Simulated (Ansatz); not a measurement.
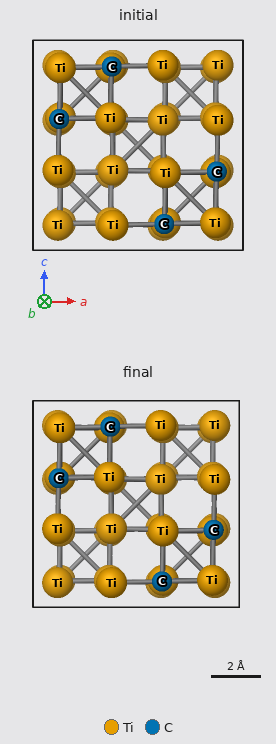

The structure of crystalline Ti$_{2}$C (set up in Fd-3m) (coarse preliminary run) before (top) and after (bottom) a relaxation, at one scale.

Style: ball-and-stick. Shown: the conventional cell (4 times the calculation's cell), along the b axis. Lengths and directions refer to the drawn axes.

Level of theory: DFT LDA, scalar-relativistic, plane waves, PAW (Ansatz 0.2.0). Set-up: plane-wave cutoff 420 eV; k-point mesh 4 × 4 × 4; occupations gaussian; smearing width 0.1 eV; no spin polarisation; cell and atoms relaxed; force threshold 0.05 eV/Å; at most 80 steps.

**What changed between the two?**

The largest moves relative to the cell, 0.006 Å, are those of Ti atoms. C stays in place. Cell: a = b = c 8.625 → 8.478 Å (−1.7 %). Volume −5.0 %. Near-neighbour distances that change, for instance: Ti–Ti 3.197 → 3.134 Å, Ti–Ti 3.051 → 2.999 Å, Ti–Ti 2.901 → 2.861 Å, C–Ti 2.105 → 2.073 Å. The space group stays Fd-3m (No. 227). Over 2 accepted moves (4 points after the start) the energy falls by 0.232 eV per cell of the calculation. The largest force component goes from 0.27 to 0.0063 eV/Å. The pressure goes from −9.16 to −0.13 GPa. The line search rejected the trial step at point 1 of the run. At 1 point the geometry stayed and the basis and grid were re-selected for the new cell (energy shift of 7.7 meV per cell of the calculation at most each time).
